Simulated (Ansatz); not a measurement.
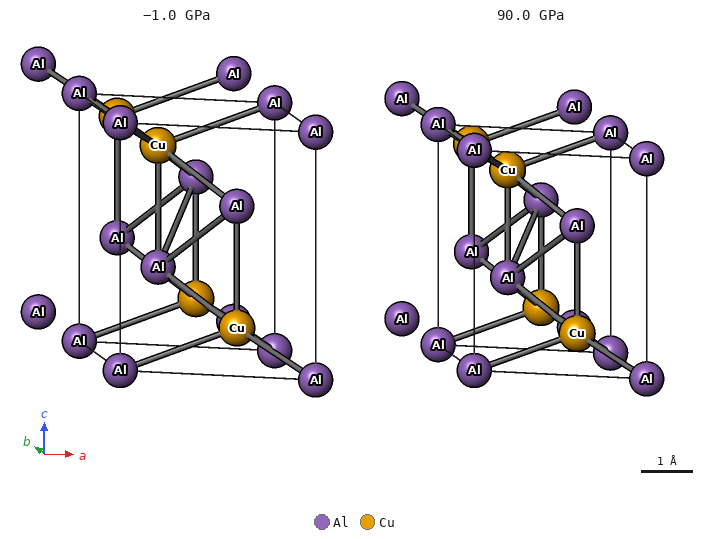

Crystalline Al$_{3}$Cu$_{2}$ (set up in P-3m1), relaxed (cell and atoms) at several target pressures. The picture shows the first and the last member. The picture is a ball-and-stick view of the cell of the calculation, repeated 1 × 2 × 1 with one cell outlined, seen slightly off an axis.

Computed with Ansatz 0.2.0: DFT PBEsol, scalar-relativistic, plane waves, PAW. Settings: plane-wave cutoff 420 eV; k-point mesh 12 × 12 × 8; occupations gaussian; smearing width 0.1 eV; no spin polarisation; cell and atoms relaxed; force threshold 0.008 eV/Å.

```
pressure (GPa)  volume (Å³/atom)  a (Å)  c (Å)
          −1.0            14.628  4.111  4.996
           0.0            14.496  4.099  4.982
           1.0            14.362  4.086  4.967
           4.0            14.024  4.053  4.929
          12.0            13.293  3.980  4.845
          25.0            12.415  3.889  4.739
          50.0                 ?      ?      ?
          90.0            10.123  3.629  4.439
```

Estimate the missing row from the others, and compare with the calculation.

Murnaghan's form V = V₀(1 + B′P/B₀)^(−1/B′), with V₀ = 14.496 Å³ from the row at zero pressure, fits the other rows with B₀ = 117 GPa and B′ = 3.81 (largest miss 0.017 Å³). At 50.0 GPa it gives 14.496 × (1 + 3.81 × 50.0/117)^(−1/3.81) = 11.249 Å³ per atom. The calculation gives 11.276 Å³/atom (a = 3.764 Å, c = 4.595 Å). The estimate is 0.027 Å³/atom too low. From the first member to the last: Al–Al 2.800 → 2.451 Å, Cu–Cu 2.850 → 2.504 Å, Al–Cu 2.501 → 2.204 Å.

The whole series:

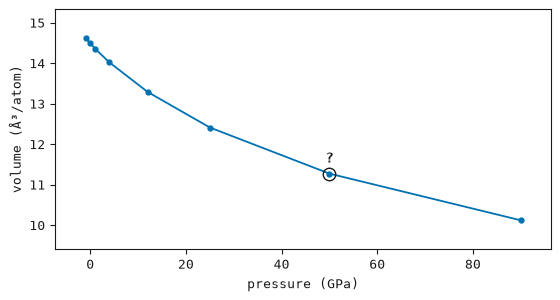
